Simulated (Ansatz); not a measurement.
# A thicker film of LiF (001) from two thinner ones

In a field along its normal an insulating film takes a dipole p. Written as a length, p/(ε₀AE), it should grow by 1 − 1/ε for each ångström added.

Set-up. Ansatz 0.2.0, plane waves with PAW datasets (its set soft_2), PBE; rocksalt films relaxed at a bulk in-plane lattice constant near the measured one, then held in weak fields of both signs with a dipole correction (A is the cell's area, E the outer field).

```
    run  distance between the outer atoms (Å)  p/(ε₀AE) (Å)
3 units                                 4.135         3.495
5 units                                 8.235         5.600
8 units                                14.389             ?
```

**Question.** What value belongs in the row marked “?”, and how far can the other rows tell?

Two rows fix a line: slope = (5.600 − 3.495) / (8.235 − 4.135) = 0.5134, intercept 1.3721. That slope means ε = 1/(1 − 0.5134) = 2.06. At 14.389 it gives 0.5134 × 14.389 + 1.3721 = 8.759 Å, beyond the rows fitted. Rounding of the rows alone allows about ±0.003 Å there; two rows can't show whether the line holds.

The run itself gives 8.764 Å: a miss of +0.005 Å, or 0.1 % of the value. The length is met to within 1 %, though ε is more sensitive than the length: the two thickest films give ε = 2.06.

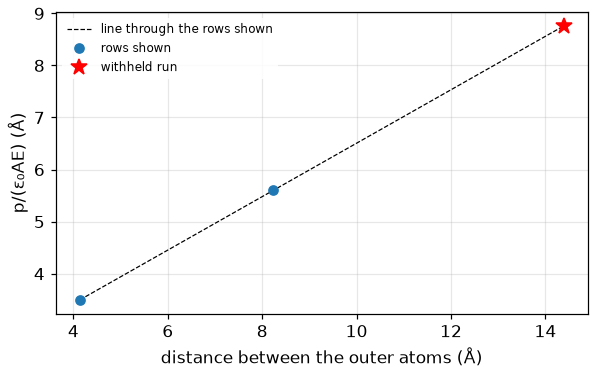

The fit and the withheld run.

Caveats: This is the electronic response alone. A unit is one step of the cut along the normal (a plane, a pair of planes or a cell), and the layers relax along it, away from their bulk spacing where the functional's lattice constant differs from the one held.

[Logs are printed without paths, hosts, clocks, repeated set-up lines and the standing remarks that a program may print on its own settings, such as how far it seeks lower states.]
